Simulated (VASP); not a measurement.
Geometry relaxation of Bi (part 4 of 4)

Continued. System: Bi (slab, 3 atoms in the cell). Method: Kohn-Sham DFT of a periodic cell, PBE with D3, VASP PAW PBE potentials, recommended (VASP 6.6.1); cutoff 520 eV, 7×7×1 k-mesh, Gaussian smearing of 0.05 eV. The structure derives from an entry of the Crystallography Open Database. The run did not end well. It belongs to a series of runs on one base structure; here: the (0 0 1) slab of Bi, cut from the database cell, not relaxed.

Geometry of the input (Å; fractional positions):
```
4.5390  0.0000  0.0000
-2.2695  3.9309  0.0000
0.0000  0.0000  26.8290
Bi 0.3333  0.6667  0.2795
Bi 0.6667  0.3333  0.5000
Bi 0.3333  0.6667  0.7205
```

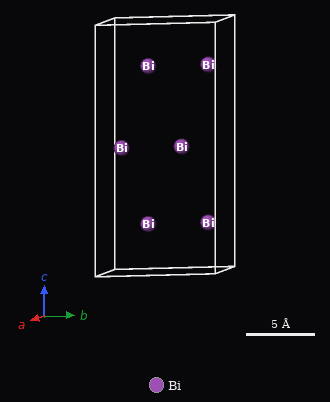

**Figure 1.** The structure as given in the input (ball-and-stick view of the 1 × 2 repeat of the cell, with the vacuum cut short, seen slightly off an axis).

## Parts of OUTCAR, continued
```
  energy  without entropy=       -5.2046168026  energy(sigma->0) =       -5.21043637

 dipolmoment           0.000000      0.000000      0.042904 electrons x Angstroem

[... ionic steps 4 to 23 ...]

--------------------------------------- Ionic step       24  -------------------------------------------

 number of electron      44.9999995 magnetization

------------------------ aborting loop because EDIFF is reached ----------------------------------------

 Edisp (eV)   -0.41711

 E8    (eV) :    -0.3029

  FORCE on cell =-STRESS in cart. coord.  units (eV):
  Direction    XX          YY          ZZ          XY          YZ          ZX
  --------------------------------------------------------------------------------------
  -------------------------------------------------------------------------------------
  Total      -4.67346    -4.67346    -0.63046    -0.00000     0.00000     0.00000
  in kB     -15.64204   -15.64204    -2.11013    -0.00000     0.00000     0.00000
  external pressure =      -11.13 kB  Pullay stress =        0.00 kB

 VOLUME and BASIS-vectors are now :
 -----------------------------------------------------------------------------
  energy-cutoff  :      520.00
  volume of cell :      478.69
      direct lattice vectors                 reciprocal lattice vectors
     4.539000300  0.000000000  0.000000000     0.220312830  0.127197672  0.000000000
    -2.269500150  3.930889567  0.000000000     0.000000000  0.254395343  0.000000000
     0.000000000  0.000000000 26.829000000     0.000000000  0.000000000  0.037273100

 POSITION                                       TOTAL-FORCE (eV/Angst)
 -----------------------------------------------------------------------------------
      0.00000      2.62059      7.50000        -0.000000      0.000000      0.093322
      2.26950      1.31030     12.41519         0.000000     -0.000000     -0.016637
      0.00000      2.62059     14.07371        -0.000000      0.000000     -0.076685
 -----------------------------------------------------------------------------------
    total drift:                               -0.000000      0.000000      0.000286

  FREE ENERGIE OF THE ION-ELECTRON SYSTEM (eV)
  ---------------------------------------------------
  free  energy   TOTEN  =        -9.5361244681 eV

  energy  without entropy=       -9.5267757193  energy(sigma->0) =       -9.53145009

--------------------------------------- Ionic step       25  -------------------------------------------

 number of electron      44.9999989 magnetization

------------------------ aborting loop because EDIFF is reached ----------------------------------------

 vacuum level on the upper side and lower side of the slab       (xc-potential included)        -0.401         0.075

 Edisp (eV)   -0.48461

 E8    (eV) :    -0.3621

  FORCE on cell =-STRESS in cart. coord.  units (eV):
  Direction    XX          YY          ZZ          XY          YZ          ZX
  --------------------------------------------------------------------------------------
  -------------------------------------------------------------------------------------
  Total      -4.45804    -4.45804    -1.41901    -0.00000     0.00000     0.00000
  in kB     -14.92104   -14.92104    -4.74941    -0.00000     0.00000     0.00000
  external pressure =      -11.53 kB  Pullay stress =        0.00 kB

 VOLUME and BASIS-vectors are now :
 -----------------------------------------------------------------------------
  energy-cutoff  :      520.00
  volume of cell :      478.69
      direct lattice vectors                 reciprocal lattice vectors
     4.539000300  0.000000000  0.000000000     0.220312830  0.127197672  0.000000000
    -2.269500150  3.930889567  0.000000000     0.000000000  0.254395343  0.000000000
     0.000000000  0.000000000 26.829000000     0.000000000  0.000000000  0.037273100

 POSITION                                       TOTAL-FORCE (eV/Angst)
 -----------------------------------------------------------------------------------
      0.00000      2.62059      7.50000        -0.000000      0.000000      0.267844
      2.26950      1.31030     11.37911        -0.000000     -0.000000     -0.068606
      0.00000      2.62059     13.04075         0.000000     -0.000000     -0.199238
 -----------------------------------------------------------------------------------
    total drift:                               -0.000000      0.000000      0.000613

  FREE ENERGIE OF THE ION-ELECTRON SYSTEM (eV)
  ---------------------------------------------------
  free  energy   TOTEN  =        -9.7131338132 eV

  energy  without entropy=       -9.6984603466  energy(sigma->0) =       -9.70579708

--------------------------------------- Ionic step       26  -------------------------------------------

 number of electron      44.9999991 magnetization

 dipolmoment           0.000000      0.000000     -0.006499 electrons x Angstroem

 Free energy of the ion-electron system (eV)
  ---------------------------------------------------
  ext. energy  EPLUGINS =         0.00000000
  ---------------------------------------------------
  free energy    TOTEN  =        -9.98133073 eV

  energy without entropy =       -9.96996507  energy(sigma->0) =       -9.97564790

 E-fermi :  -1.5064     XC(G=0):  -2.6702     alpha+bet : -2.4585

 val. band max:       -1.5148507177   @ k =   0.1429  -0.0000   0.0000
 cond. band min:      -1.5061251331   @ k =   0.2857   0.2857   0.0000
 fundamental gap:      0.0087255846
 Fermi energy:        -1.5063732516

 k-point     1 :       0.0000    0.0000    0.0000
  band No.  band energies     occupation
      1     -24.6266      2.00000
      2     -24.6266      2.00000
      3     -24.5903      2.00000
      4     -24.5903      2.00000
      5     -24.5499      2.00000
      6     -24.4118      2.00000
      7     -24.4047      2.00000
      8     -24.4047      2.00000
      9     -24.3780      2.00000
     10     -24.3780      2.00000
     11     -24.3634      2.00000
     12     -24.3124      2.00000
     13     -24.3124      2.00000
     14     -24.2345      2.00000
     15     -24.2345      2.00000
     16     -14.6911      2.00000
     17     -12.2675      2.00000
     18      -9.9167      2.00000
     19      -3.0818      2.00000
     20      -3.0300      2.00000
     21      -3.0300      2.00000
     22      -2.4540      2.00000
     23      -0.7125      0.00000
     24      -0.7125      0.00000
     25      -0.1883      0.00000
     26       0.1722      0.00000
     27       0.1722      0.00000

 k-point     2 :       0.1429   -0.0000    0.0000
  band No.  band energies     occupation
      1     -24.6228      2.00000
      2     -24.6141      2.00000
      3     -24.5858      2.00000
      4     -24.5804      2.00000
      5     -24.5428      2.00000
      6     -24.4122      2.00000
      7     -24.4049      2.00000
      8     -24.4028      2.00000
      9     -24.3876      2.00000
     10     -24.3802      2.00000
     11     -24.3625      2.00000
     12     -24.3195      2.00000
     13     -24.3120      2.00000
     14     -24.2509      2.00000
     15     -24.2383      2.00000
     16     -14.5246      2.00000
     17     -12.1756      2.00000
     18     -10.1603      2.00000
     19      -4.1943      2.00000
     20      -3.3665      2.00000
     21      -2.8748      2.00000
     22      -2.0110      2.00000
     23      -1.5149      1.18950
     24      -0.8683      0.00000
     25      -0.1174      0.00000
     26       0.6697      0.00000
     27       0.9499      0.00000

 k-point     3 :       0.2857   -0.0000    0.0000
  band No.  band energies     occupation
      1     -24.6145      2.00000
      2     -24.5809      2.00000
      3     -24.5748      2.00000
      4     -24.5560      2.00000
      5     -24.5215      2.00000
      6     -24.4204      2.00000
      7     -24.4109      2.00000
      8     -24.4003      2.00000
      9     -24.3954      2.00000
     10     -24.3845      2.00000
     11     -24.3746      2.00000
     12     -24.3288      2.00000
     13     -24.3102      2.00000
     14     -24.2942      2.00000
     15     -24.2477      2.00000
     16     -14.0525      2.00000
     17     -11.9509      2.00000
     18     -10.8474      2.00000
     19      -4.8299      2.00000
     20      -4.0228      2.00000
     21      -3.9178      2.00000
     22      -2.1967      2.00000
     23      -1.3330      0.00000
     24      -1.1755      0.00000
     25       0.2785      0.00000
     26       1.2198      0.00000
     27       1.5075      0.00000

 k-point     4 :       0.4286   -0.0000    0.0000
  band No.  band energies     occupation
      1     -24.6082      2.00000
      2     -24.5644      2.00000
      3     -24.5490      2.00000
      4     -24.5251      2.00000
      5     -24.4916      2.00000
      6     -24.4530      2.00000
      7     -24.4156      2.00000
      8     -24.4045      2.00000
      9     -24.3944      2.00000
     10     -24.3828      2.00000
     11     -24.3826      2.00000
     12     -24.3463      2.00000
     13     -24.3307      2.00000
     14     -24.3081      2.00000
     15     -24.2562      2.00000
     16     -13.4338      2.00000
     17     -11.7485      2.00000
     18     -11.6660      2.00000
     19      -5.0215      2.00000
     20      -4.8021      2.00000
     21      -4.2571      2.00000
     22      -2.5693      2.00000
     23      -1.3902      0.00102
     24      -0.8615      0.00000
     25       0.2036      0.00000
     26       0.7842      0.00000
     27       1.9365      0.00000

 k-point     5 :       0.1429    0.1429    0.0000
  band No.  band energies     occupation
      1     -24.6172      2.00000
      2     -24.5903      2.00000
      3     -24.5790      2.00000
      4     -24.5622      2.00000
      5     -24.5289      2.00000
      6     -24.4150      2.00000
      7     -24.4060      2.00000
      8     -24.4046      2.00000
      9     -24.3932      2.00000
     10     -24.3899      2.00000
     11     -24.3601      2.00000
     12     -24.3368      2.00000
     13     -24.3065      2.00000
     14     -24.2801      2.00000
     15     -24.2455      2.00000
     16     -14.2031      2.00000
     17     -12.0164      2.00000
     18     -10.6275      2.00000
     19      -4.6142      2.00000
     20      -4.1152      2.00000
     21      -3.6722      2.00000
     22      -1.5382      1.63135
     23      -1.4734      0.35040
     24      -1.2069      0.00000
     25      -0.2623      0.00000
     26       1.3143      0.00000
     27       1.6281      0.00000

 k-point     6 :       0.2857    0.1429    0.0000
  band No.  band energies     occupation
      1     -24.6102      2.00000
      2     -24.5694      2.00000
      3     -24.5522      2.00000
      4     -24.5348      2.00000
      5     -24.5019      2.00000
      6     -24.4355      2.00000
      7     -24.4166      2.00000
      8     -24.4094      2.00000
      9     -24.3906      2.00000
     10     -24.3864      2.00000
     11     -24.3773      2.00000
     12     -24.3448      2.00000
     13     -24.3269      2.00000
     14     -24.3010      2.00000
     15     -24.2561      2.00000
     16     -13.6223      2.00000
     17     -11.7968      2.00000
     18     -11.4109      2.00000
     19      -5.0186      2.00000
     20      -4.5913      2.00000
     21      -4.4811      2.00000
     22      -1.9410      2.00000
     23      -1.7341      2.00000
     24      -0.9374      0.00000
     25       0.3338      0.00000
     26       1.4034      0.00000
     27       1.7002      0.00000

 k-point     7 :       0.4286    0.1429    0.0000
  band No.  band energies     occupation
      1     -24.6072      2.00000
      2     -24.5640      2.00000
      3     -24.5357      2.00000
      4     -24.5074      2.00000
      5     -24.4842      2.00000
      6     -24.4588      2.00000
      7     -24.4197      2.00000
      8     -24.4113      2.00000
      9     -24.3982      2.00000
     10     -24.3832      2.00000
     11     -24.3752      2.00000
     12     -24.3650      2.00000
     13     -24.3415      2.00000
     14     -24.2994      2.00000
     15     -24.2612      2.00000
     16     -13.1530      2.00000
     17     -11.9759      2.00000
     18     -11.6891      2.00000
     19      -5.2728      2.00000
     20      -4.8697      2.00000
     21      -4.5178      2.00000
     22      -2.1466      2.00000
     23      -1.9878      2.00000
     24      -0.6687      0.00000
     25       0.5105      0.00000
     26       1.3504      0.00000
     27       1.4983      0.00000

 k-point     8 :       0.2857    0.2857    0.0000
  band No.  band energies     occupation
      1     -24.6071      2.00000
      2     -24.5644      2.00000
      3     -24.5266      2.00000
      4     -24.5040      2.00000
      5     -24.4806      2.00000
      6     -24.4459      2.00000
      7     -24.4246      2.00000
      8     -24.4195      2.00000
      9     -24.4062      2.00000
     10     -24.3846      2.00000
     11     -24.3782      2.00000
     12     -24.3640      2.00000
     13     -24.3467      2.00000
     14     -24.2947      2.00000
     15     -24.2649      2.00000
     16     -12.9963      2.00000
     17     -12.1259      2.00000
     18     -11.6645      2.00000
     19      -5.5680      2.00000
     20      -4.7768      2.00000
     21      -4.5441      2.00000
     22      -2.6869      2.00000
     23      -1.5061      0.99440
     24      -0.6089      0.00000
     25       0.7665      0.00000
     26       1.2549      0.00000
     27       2.1478      0.00000

------------------------ aborting loop because EDIFF is reached ----------------------------------------

 vacuum level on the upper side and lower side of the slab       (xc-potential included)        -0.169        -0.077

 Edisp (eV)   -0.48186

 E8    (eV) :    -0.3461

  FORCE on cell =-STRESS in cart. coord.  units (eV):
  Direction    XX          YY          ZZ          XY          YZ          ZX
  --------------------------------------------------------------------------------------
  -------------------------------------------------------------------------------------
  Total       1.81632     1.81632    -0.10222     0.00000     0.00000    -0.00000
  in kB       6.07921     6.07921    -0.34214     0.00000     0.00000    -0.00000
  external pressure =        3.94 kB  Pullay stress =        0.00 kB

 VOLUME and BASIS-vectors are now :
 -----------------------------------------------------------------------------
  energy-cutoff  :      520.00
  volume of cell :      478.69
      direct lattice vectors                 reciprocal lattice vectors
     4.539000300  0.000000000  0.000000000     0.220312830  0.127197672  0.000000000
    -2.269500150  3.930889567  0.000000000     0.000000000  0.254395343  0.000000000
     0.000000000  0.000000000 26.829000000     0.000000000  0.000000000  0.037273100

 POSITION                                       TOTAL-FORCE (eV/Angst)
 -----------------------------------------------------------------------------------
      0.00000      2.62059      7.50000        -0.000000     -0.000000      0.149934
      2.26950      1.31030      9.30697        -0.000000     -0.000000     -0.280141
      0.00000      2.62059     10.97483         0.000000      0.000000      0.130207
 -----------------------------------------------------------------------------------
    total drift:                               -0.000000     -0.000000     -0.000404

  FREE ENERGIE OF THE ION-ELECTRON SYSTEM (eV)
  ---------------------------------------------------
  free  energy   TOTEN  =       -10.4631895017 eV

  energy  without entropy=      -10.4518238346  energy(sigma->0) =      -10.45750667
```

## Outcome

```json
{"quantity": "outcome", "value": "ended with an error"}
{"quantity": "wall time", "value": "24 min"}
```

The run ended with an error. Further notes kept with the run: EDDAV: Call to ZHEGV failed. Returncode = 9 2 16 ---->  I REFUSE TO CONTINUE WITH THIS SICK JOB ... BYE!!! <----.
